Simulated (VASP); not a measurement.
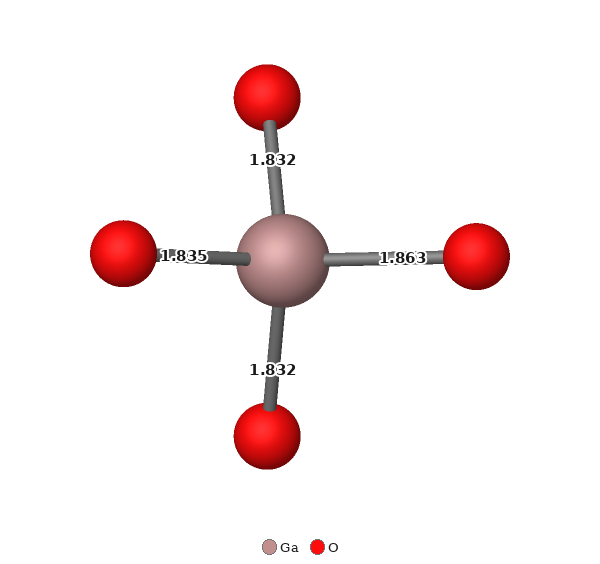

The surroundings of site Ga2 (at 0.409, 0.500, 0.205) in Ga$_{2}$O$_{3}$ in space group C2/m, with bond lengths in Å.

The cell is taken from an entry of the Crystallography Open Database, as set up for an electronic-structure calculation.

```
CELL_PARAMETERS angstrom
12.21400 0.00000 0.00000
0.00000 3.03710 0.00000
-1.38599 0.00000 5.63001
ATOMIC_POSITIONS crystal
Ga 0.34134 0.00000 0.68598
Ga 0.15866 0.50000 0.31402
Ga 0.40950 0.50000 0.20540
Ga 0.09050 0.00000 0.79460
O 0.00410 0.50000 0.74340
O 0.49590 0.00000 0.25660
O 0.32670 0.50000 0.43680
O 0.17330 0.00000 0.56320
O 0.33550 0.50000 0.89020
O 0.16450 0.00000 0.10980
Ga 0.84134 0.50000 0.68598
Ga 0.65866 0.00000 0.31402
Ga 0.90950 0.00000 0.20540
Ga 0.59050 0.50000 0.79460
O 0.50410 0.00000 0.74340
O 0.99590 0.50000 0.25660
O 0.82670 0.00000 0.43680
O 0.67330 0.50000 0.56320
O 0.83550 0.00000 0.89020
O 0.66450 0.50000 0.10980
```

Bond valence s = exp((R0 − d)/b), R0 fitted to published crystal structures with b = 0.37 Å; R0 in Å: Ga3+–O 1.718.

> Calculate the bond-valence sum of Ga2 from the bonds drawn.

2 × 0.735 + 1 × 0.729 + 1 × 0.676 = 2.87 v.u., against a formal valence of 3: underbonded (bonds long for this ion) by 0.13.

> And over the whole structure?

| site | x, y, z | formal valence | bond-valence sum | difference |
| --- | --- | --- | --- | --- |
| Ga1 | 0.341, 0.000, 0.686 | +3 | 2.95 | -0.05 |
| Ga2 | 0.409, 0.500, 0.205 | +3 | 3.00 | 0.00 |
| O1 | 0.004, 0.500, 0.743 | −2 | 2.10 | 0.10 |
| O2 | 0.327, 0.500, 0.437 | −2 | 1.94 | -0.06 |
| O3 | 0.336, 0.500, 0.890 | −2 | 1.91 | -0.09 |

These sums include all anions within 5 Å. The global instability index (root mean square of the differences over all atoms) is 0.07 v.u.: little strain. The cell was not relaxed for this table, and a volume that is off by a few per cent shifts all sums together.
